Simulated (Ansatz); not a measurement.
## Geometry relaxation, with input and output: Ag

- system: Ag (Fm-3m, 1 atom in the cell)
- method: DFT PBE+D3(BJ), scalar-relativistic, plane waves, PAW, no spin polarisation (Ansatz 0.2.0)

The structure derives from an entry of the Crystallography Open Database. Figures and captions count atoms from 1; the log counts them from 0 in places.

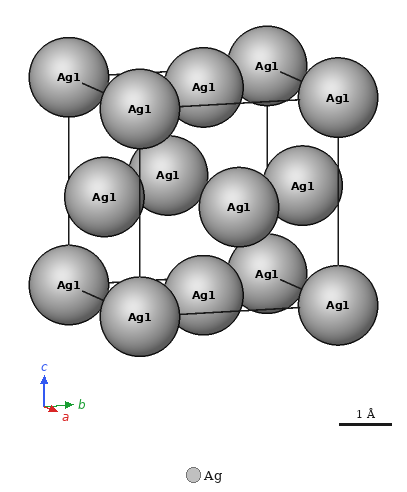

The input geometry (spheres-only view of the cell 4 times as large as that of the calculation, set on its symmetry axes, seen slightly off an axis; atoms are numbered from 1 in the order of the input). An atom can appear more than once, as a periodic image.

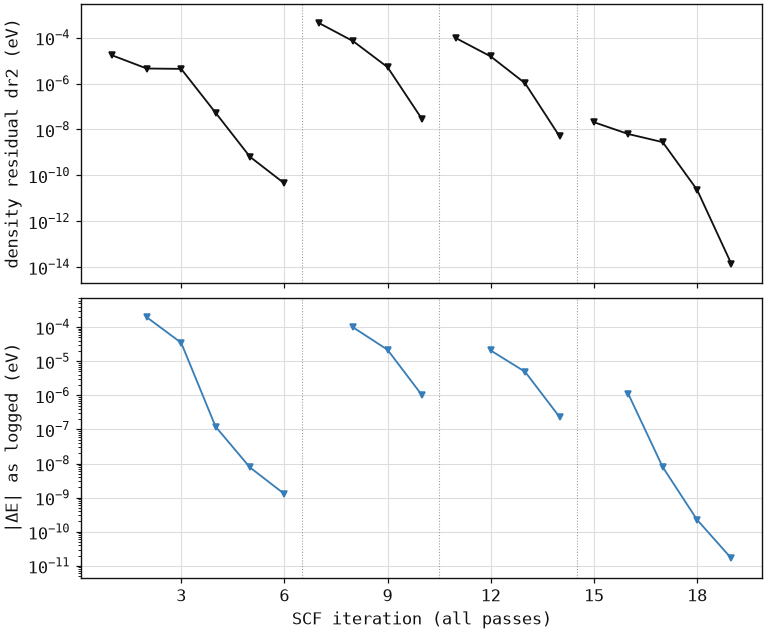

Convergence of the self-consistent field: density residual dr2 and size of the energy change against the SCF iteration. The dotted lines part the SCF passes of the relaxation: geometry steps, rejected trials and re-solves on a re-selected basis. The passes take 6, 4, 4 and 5 iterations.

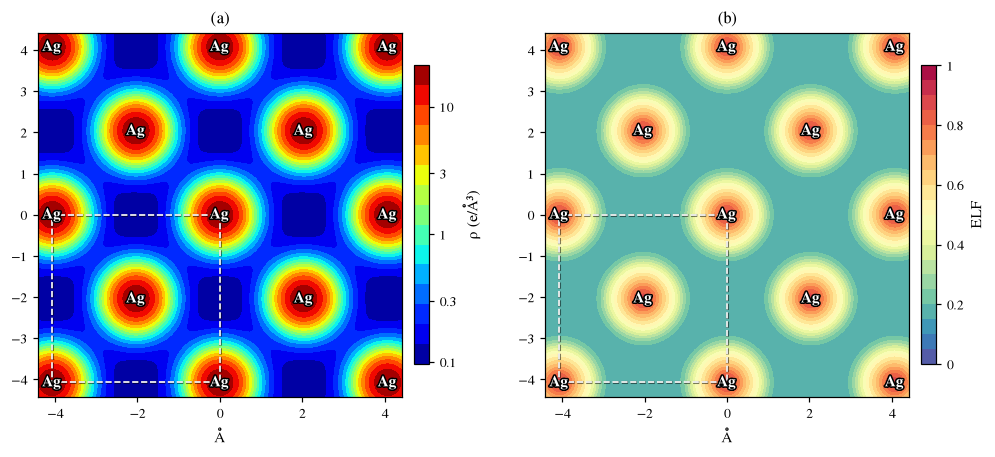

(a) valence charge density (pseudo); (b) electron localisation function on the (010) plane of the conventional cell. The section cuts through Ag sites. Ag–Ag (2.88 Å): ρ at the midpoint is about 0.22 e/Å³; the ELF is about 0.15 at the midpoint; no shared electron pair. Away from the nuclei the density in this plane falls to 0.1 e/Å³ at its lowest. The strong features right at Ag lie inside the PAW spheres (semicore, d or f shells) and say nothing about bonding. Core electrons are frozen (PAW), so the fields are smoothed inside the atomic spheres.

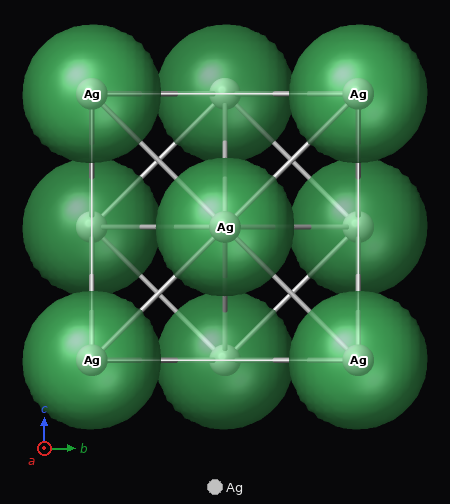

Isosurface of the valence electron density at 0.5 e/Å³ (green), seen along the a axis. Sticks mark near contacts. The outline is the cell set on symmetry axes. At this value the density breaks into separate islands; it holds about 85 % of the electrons treated as valence (semicore included). It is pinched off along the Ag–Ag (2.88 Å) contacts. On the grid the lowest density along these lines, outside the cores, is 0.22 e/Å³ (Ag–Ag, 2.88 Å).

The input and output of the run follow.

## Input file
```yaml
crystal:
  lattice:
    - [0.0, 2.04275, 2.04275]
    - [2.04275, 0.0, 2.04275]
    - [2.04275, 2.04275, 0.0]
  atoms:
    - { symbol: Ag, position: [0.0, 0.0, 0.0] }
basis:
  ecutwfc: 420
kpoints:
  mp_grid: { grid: [18, 18, 18] }
hamiltonian:
  xc: pbe
  dispersion: d3bj
scf:
  occupations: { method: gaussian, width: 0.1 }
output:
  forces: true
  stress: true
  eigenvalues: true
  write_density: true
  write_potential: true
  elf: true
  volumetric_format: npy
relax:
  adjacent_minimum: "off"
  f_tol: 0.005
  max_steps: 80
  cell: { stress_tol: 0.05 }
```

Command:
```bash
ansatz run input.yaml --threads 8 --pin off --max-ram 22528MiB --backend cpu --events-out ev --progress --plain --runs-dir out
```

## Log
```
Engine: ansatz 0.2.0, x86_64-unknown-linux-gnu
Pseudopotentials: kind: paw
Pseudopotential: Ag, paw, valence charge 19, recommended cutoff 420 eV (normal), Ag.paw.azcp
Functional definition: PBE
  parameter kappa = 0.804
  parameter beta = 0.06672455060314922
  exchange = pbe_x(kappa = kappa, mu = beta*pi^2/3)
  correlation = pbe_c(beta = beta)
Crystal: 1 atoms, lattice volume = 17.048 Å³
Basis set: ecut = 420 eV, 331 PW (Γ), exchange–correlation on 40×40×40 points (8 copies of the dense FFT grid, shifted against one another)
Bands: 14, of which v1, the nominal top of the filled ones, is band 10 counted from 1 (9 counted from 0)
Symmetry: 48 space group operations
Space group: Fm-3m (ITA 225), of the structure as read, at distance tolerance 2.6e-5 Å
k-points: 195 of 5832
Non-local potential: Ag, projectors of the file, l = 0: 3, l = 1: 2, l = 2: 2, l = 3: 1
PAW form: soft (Blöchl's): semilocal exchange-correlation on the pseudo side does not see the compensation charge
PAW one-centre angular grid: Ag, 590 points (default); XC on 64 Gauss nodes
Initial density: superposition of atomic densities (neutral atoms: chi_scale 0, normalization atom), corrected by the library's trained network
Initial wavefunctions: pseudopotential atomic-orbital guess
Functional: x = pbe(κ = 0.804, μ = 0.2195149727645171), c = pbe(β = 0.06672455060314922)
SCF iter   1: F=—  HF=-7591.134515 eV  |F-HF|=—  |Δ(HF+E_count)|=         —  Δρ=8.31e-4  dr2=1.68e-5  ethr=1.77e-3  ⟨swp⟩=4.6  Hψ=13575  notcnv=0
preconditioner: auto → none  [insulator: Δε(μ)=0.173 eV  Ē_g=16.264 eV  σ=0.100 eV  W_gap=0.67  n_scr=8 (ndim 8)  ℏωp=29.8 eV  f_vac=0.000  D(μ)=0.20/eV (n_scr^D=0)  ε∞_Penn≈4.4]
SCF iter   2: F=—  HF=-7591.134710 eV  |F-HF|=—  |Δ(HF+E_count)|=   1.95e-4  Δρ=4.35e-4  dr2=4.53e-6  ethr=8.85e-8  ⟨swp⟩=2.1  Hψ=6187  notcnv=0
SCF iter   3: F=—  HF=-7591.134745 eV  |F-HF|=—  |Δ(HF+E_count)|=   3.48e-5  Δρ=1.85e-4  dr2=4.36e-6  ethr=2.39e-8  ⟨swp⟩=2.0  Hψ=4517  notcnv=0
iter 4 did not close the SCF: its close was put off for the readings that it lacked (scf_convergence_deferred on its scf_iter line)
SCF iter   4: F=-7591.134745 eV  HF=-7591.134745 eV  |F-HF|=3.53e-8  |Δ(HF+E_count)|=   1.21e-7  Δρ=2.09e-5  dr2=5.37e-8  ethr=2.30e-8  ⟨swp⟩=2.2  Hψ=3693  notcnv=0
iter 5 did not close the SCF: its close was put off for the readings that it lacked (scf_convergence_deferred on its scf_iter line)
SCF iter   5: F=-7591.134745 eV  HF=-7591.134745 eV  |F-HF|=1.03e-9  |Δ(HF+E_count)|=   7.67e-9  Δρ=3.90e-6  dr2=6.44e-10  ethr=2.82e-10  ⟨swp⟩=2.0  Hψ=3959  notcnv=0
SCF iter   6: F=-7591.134745 eV  HF=-7591.134745 eV  |F-HF|=3.37e-11  |Δ(HF+E_count)|=   1.28e-9  Δρ=5.58e-7  dr2=4.46e-11  ethr=3.39e-12  ⟨swp⟩=3.9  Hψ=12319  notcnv=0
SCF 1 converged in 6 iterations: F = -7591.134745 eV  dr2 = 4.46e-11
  greatest PAW one-centre occupation: 1.000 electrons in one spin orbital (limit 2), on the Ag atom at site 0 (counted from 0), in its partial waves of l = 0
relax step   1: F+E_penalty+E_count = -7591.13474480 eV  Δ(F+E_penalty+E_count) = +0.000e0 eV  max|allowed force component| = 0.000e0 eV/Å  Δτ_max = 0.0000 Å  P = -0.991 GPa  Ω = 17.048 Å³  (6 SCF iters, dr2 threshold 1.00e-7 eV, accepted)
Crystal: 1 atoms, lattice volume = 16.770 Å³
Initial density: handed on by an earlier stage of this run
Initial wavefunctions: those handed on with the density
iter 1 solved again at ethr=2.43e-6 eV; its pass at ethr=3.10e-3 eV (dr2=4.63e-4 eV) is discarded
SCF iter   1: F=—  HF=-7591.135143 eV  |F-HF|=—  |Δ(HF+E_count)|=         —  Δρ=1.54e-3  dr2=4.40e-4  ethr=2.43e-6  ⟨swp⟩=1.8  Hψ=17697  notcnv=0
preconditioner: auto → none  [insulator: Δε(μ)=0.186 eV  Ē_g=16.416 eV  σ=0.100 eV  W_gap=0.70  n_scr=8 (ndim 8)  ℏωp=30.1 eV  f_vac=0.000  D(μ)=0.19/eV (n_scr^D=0)  ε∞_Penn≈4.4]
SCF iter   2: F=—  HF=-7591.135045 eV  |F-HF|=—  |Δ(HF+E_count)|=   9.83e-5  Δρ=8.93e-4  dr2=7.03e-5  ethr=2.32e-6  ⟨swp⟩=2.2  Hψ=3924  notcnv=0
SCF iter   3: F=—  HF=-7591.135023 eV  |F-HF|=—  |Δ(HF+E_count)|=   2.17e-5  Δρ=2.48e-4  dr2=5.20e-6  ethr=3.70e-7  ⟨swp⟩=2.5  Hψ=4319  notcnv=0
SCF iter   4: F=-7591.135022 eV  HF=-7591.135022 eV  |F-HF|=9.61e-9  |Δ(HF+E_count)|=   1.01e-6  Δρ=2.26e-5  dr2=2.85e-8  ethr=5.26e-10  ⟨swp⟩=5.8  Hψ=14509  notcnv=0
SCF 2 converged in 4 iterations: F = -7591.135022 eV  dr2 = 2.85e-8
relax step   2: F+E_penalty+E_count = -7591.13502235 eV  Δ(F+E_penalty+E_count) = -2.775e-4 eV  max|allowed force component| = 0.000e0 eV/Å  Δτ_max = 0.0000 Å  P = +0.843 GPa  Ω = 16.770 Å³  energy of the carried Pulay correction = +1.193e-4 eV  (4 SCF iters, dr2 threshold 1.00e-7 eV, accepted)
Crystal: 1 atoms, lattice volume = 16.897 Å³
iter 1 solved again at ethr=3.92e-7 eV; its pass at ethr=3.10e-3 eV (dr2=7.45e-5 eV) is discarded
SCF iter   1: F=—  HF=-7591.135316 eV  |F-HF|=—  |Δ(HF+E_count)|=         —  Δρ=7.06e-4  dr2=9.35e-5  ethr=3.92e-7  ⟨swp⟩=2.1  Hψ=17189  notcnv=0
preconditioner: auto → none  [insulator: Δε(μ)=0.179 eV  Ē_g=16.359 eV  σ=0.100 eV  W_gap=0.68  n_scr=8 (ndim 8)  ℏωp=30.0 eV  f_vac=0.000  D(μ)=0.19/eV (n_scr^D=0)  ε∞_Penn≈4.4]
SCF iter   2: F=—  HF=-7591.135296 eV  |F-HF|=—  |Δ(HF+E_count)|=   2.07e-5  Δρ=4.10e-4  dr2=1.52e-5  ethr=3.92e-7  ⟨swp⟩=2.1  Hψ=3928  notcnv=0
SCF iter   3: F=—  HF=-7591.135291 eV  |F-HF|=—  |Δ(HF+E_count)|=   4.89e-6  Δρ=1.10e-4  dr2=1.03e-6  ethr=7.99e-8  ⟨swp⟩=2.5  Hψ=4327  notcnv=0
SCF iter   4: F=-7591.135291 eV  HF=-7591.135291 eV  |F-HF|=1.47e-9  |Δ(HF+E_count)|=   2.33e-7  Δρ=9.47e-6  dr2=5.06e-9  ethr=5.26e-10  ⟨swp⟩=5.0  Hψ=13720  notcnv=0
SCF 3 converged in 4 iterations: F = -7591.135291 eV  dr2 = 5.06e-9
relax step   3: F+E_penalty+E_count = -7591.13529058 eV  Δ(F+E_penalty+E_count) = -2.682e-4 eV  max|allowed force component| = 0.000e0 eV/Å  Δτ_max = 0.0000 Å  P = -0.018 GPa  Ω = 16.897 Å³  energy of the carried Pulay correction = +6.475e-5 eV  (4 SCF iters, dr2 threshold 1.00e-7 eV, accepted)
Initial wavefunctions: pseudopotential atomic-orbital guess (no wavefunctions were taken with the density)
iter 1 solved again at ethr=7.36e-9 eV; its pass at ethr=3.10e-3 eV (dr2=1.40e-6 eV) is discarded
SCF iter   1: F=—  HF=-7591.135222 eV  |F-HF|=—  |Δ(HF+E_count)|=         —  Δρ=2.83e-5  dr2=2.07e-8  ethr=7.36e-9  ⟨swp⟩=3.0  Hψ=21193  notcnv=0
preconditioner: auto → none  [insulator: Δε(μ)=0.179 eV  Ē_g=16.353 eV  σ=0.100 eV  W_gap=0.69  n_scr=8 (ndim 8)  ℏωp=30.0 eV  f_vac=0.000  D(μ)=0.19/eV (n_scr^D=0)  ε∞_Penn≈4.4]
SCF iter   2: F=—  HF=-7591.135223 eV  |F-HF|=—  |Δ(HF+E_count)|=   1.10e-6  Δρ=1.41e-5  dr2=6.32e-9  ethr=1.09e-10  ⟨swp⟩=2.2  Hψ=3943  notcnv=0
SCF iter   3: F=—  HF=-7591.135223 eV  |F-HF|=—  |Δ(HF+E_count)|=   7.90e-9  Δρ=5.28e-6  dr2=2.80e-9  ethr=3.32e-11  ⟨swp⟩=2.1  Hψ=3769  notcnv=0
SCF iter   4: F=—  HF=-7591.135223 eV  |F-HF|=—  |Δ(HF+E_count)|=  2.24e-10  Δρ=6.16e-7  dr2=2.35e-11  ethr=1.48e-11  ⟨swp⟩=2.3  Hψ=3989  notcnv=0
SCF iter   5: F=-7591.135223 eV  HF=-7591.135223 eV  |F-HF|=0.00e0  |Δ(HF+E_count)|=  1.64e-11  Δρ=1.27e-8  dr2=1.35e-14  ethr=1.00e-12  ⟨swp⟩=4.2  Hψ=9162  notcnv=0
SCF 4 converged in 5 iterations: F = -7591.135223 eV  dr2 = 1.35e-14
relax step   4: F+E_penalty+E_count = -7591.13522340 eV  Δ(F+E_penalty+E_count) = +6.718e-5 eV  max|allowed force component| = 0.000e0 eV/Å  Δτ_max = 0.0000 Å  P = -0.015 GPa  Ω = 16.897 Å³  stress off target by 1.45e-2 GPa  SCF on the basis re-selected at this cell (its energy is not comparable with the rows above)  (5 SCF iters)
basis re-selected at this cell: Δ(F+E_penalty+E_count) = +6.718e-5 eV, ΔP = +0.003 GPa vs the last step (what re-selecting the basis moved, of the pressure what is left beyond the Pulay correction that the steps carried, after the strain that the cell walked since its last selection, with what the two solves' SCF thresholds leave and, on support functions, any second-order correction that the steps lacked; it is no measure of the basis error at this ecutwfc). This SCF's stress stands 1.45e-2 GPa from its target on what of the cell is left free (relax.cell.stress_tol is 5.00e-2 GPa) and its largest allowed force component is 0.00e0 eV/Å (relax.f_tol is 5.00e-3 eV/Å): within both
SCF converged after 5 iterations
Free energy (F): -7591.135223 eV
Harris-Foulkes:  -7591.135223 eV  (|F-HF|=0.00e0)
Internal energy: -7591.134249 eV  (E = F + TS)
E sigma→0 (E₀):  -7591.134736 eV
Entropy (-TS):   -0.000975 eV (-0.975 meV/atom)
Fermi energy:    17.547396 eV
--- Per-component energies (eV) ---
  E_band       = -230.568331
  E_kinetic    = 527.710171
  E_local      = -2179.560699  (includes V_loc(G=0)·N_el)
  E_nonlocal   = 79.837195
  E_hartree    = 994.013146
  E_xc         = -185.169350
  E_vxc        = -235.319576  (∫ρ·V_xc dr)
  E_paw        = -3901.867056  (= ΣΔE_a)
  E_vpaw       = -411.262038  (= ΣTr[D̂ρ^β])
  E_aug_tail   = 0.000325  (compensation charges beyond the density's cutoff)
  E_ewald      = -2925.503386
  E_disp       = -0.594594  (pairwise vdW)
  E_smearing   = -0.000975  (= −TS)
  E_closure    = 0.000000  (closes the sum)
  Σ components = -7591.135223   (vs F -7591.135223, Δ=0.00e0)
--- Forces (eV/Å), atoms counted from 1 ---
  atom   1  Ag    -0.00000000     0.00000000     0.00000000
  max |Σ_I F_I| component: 1.49e-32 eV/Å
--- Stress (GPa, compression-positive) ---
       -0.014541      -0.000000       0.000000
       -0.000000      -0.014541       0.000000
        0.000000       0.000000      -0.014541
  P = ⅓ Tr σ = -0.0145 GPa (-0.145 kbar)
--- Band table (eV; the first three rows and the last of 195) ---
  k-point 0: bands = ["-74.4146", "-37.8029", "-37.8029", "-37.8029", "9.7240", "12.7543", "12.7543", "12.7543", "13.8101", "13.8101", "33.4750", "37.1073", "37.1073", "37.1073"]
  k-point 1: bands = ["-74.4141", "-37.8080", "-37.8036", "-37.8036", "9.8217", "12.7311", "12.7818", "12.7818", "13.7993", "13.7993", "33.5025", "36.2952", "37.1552", "37.1552"]
  k-point 2: bands = ["-74.4125", "-37.8229", "-37.8059", "-37.8059", "10.1041", "12.6768", "12.8534", "12.8534", "13.7781", "13.7781", "33.3095", "34.8852", "37.2760", "37.2760"]
  k-point 194: bands = ["-74.3907", "-37.9248", "-37.9081", "-37.8690", "11.8132", "12.2166", "12.7516", "13.8479", "14.8352", "22.8788", "24.2595", "24.6089", "25.8767", "39.2808"]
--- Relaxed structure (3 steps of the walk, 3 accepted, 1 SCFs on fresh bases) ---
  F+E_penalty+E_count = -7591.13522340 eV   max|allowed force component| = 0.000e0 eV/Å   (the final SCF, on the basis selected at the relaxed cell)
  cell:  # Å, volume = 16.8968 Å³
    - [5.254602408923577e-35, 2.03668882572627, 2.03668882572627]
    - [2.03668882572627, 4.2196049647416605e-35, 2.03668882572627]
    - [2.03668882572627, 2.03668882572627, -3.264222708573737e-35]
  atoms:
    - { symbol: Ag, position: [0.0, 0.0, 0.0] }
```

## Trajectory as extended XYZ (Å, eV, eV/Å), 4 frames, from step=1 to step=4
```
1
Lattice="0.0000 2.0427 2.0427 2.0427 0.0000 2.0427 2.0427 2.0427 0.0000" Properties=species:S:1:pos:R:3:forces:R:3 step=1 energy=-7591.13475 pressure_GPa=-0.99
Ag    0.0000    0.0000    0.0000    0.0000   0.0000   0.0000
1
Lattice="0.0000 2.0316 2.0316 2.0316 0.0000 2.0316 2.0316 2.0316 0.0000" Properties=species:S:1:pos:R:3:forces:R:3 step=2 energy=-7591.13502 pressure_GPa=0.84
Ag    0.0000    0.0000    0.0000    0.0000   0.0000   0.0000
1
Lattice="0.0000 2.0367 2.0367 2.0367 0.0000 2.0367 2.0367 2.0367 0.0000" Properties=species:S:1:pos:R:3:forces:R:3 step=3 energy=-7591.13529 pressure_GPa=-0.02
Ag    0.0000    0.0000    0.0000    0.0000   0.0000   0.0000
1
Lattice="0.0000 2.0367 2.0367 2.0367 0.0000 2.0367 2.0367 2.0367 0.0000" Properties=species:S:1:pos:R:3:forces:R:3 step=4 energy=-7591.13522 pressure_GPa=-0.01
Ag    0.0000    0.0000    0.0000    0.0000   0.0000   0.0000
```

## Results in brief

| quantity | value |
| --- | --- |
| outcome | converged |
| space group (tolerance 0.01 Å) | Fm-3m (225) |
| electrons treated | 19 |
| free energy | −7591.1352 eV |
| Fermi energy | 17.547 eV |
| gap on the k-point mesh | none (metallic) |
| pressure | −0.01 GPa |
| final volume | 16.90 Å³ |
| largest force (length of the vector) at the end | under 0.001 eV/Å |
| final cell | a = 2.880 Å, b = 2.880 Å, c = 2.880 Å, α = 60.00°, β = 60.00°, γ = 60.00° |
| hardware | 8 threads of Intel Xeon (Sapphire Rapids), 64 GiB of memory available, shared host |
| wall time | 1.6 s (CPU time 7.9 s) |
| peak memory | 0.45 GiB |
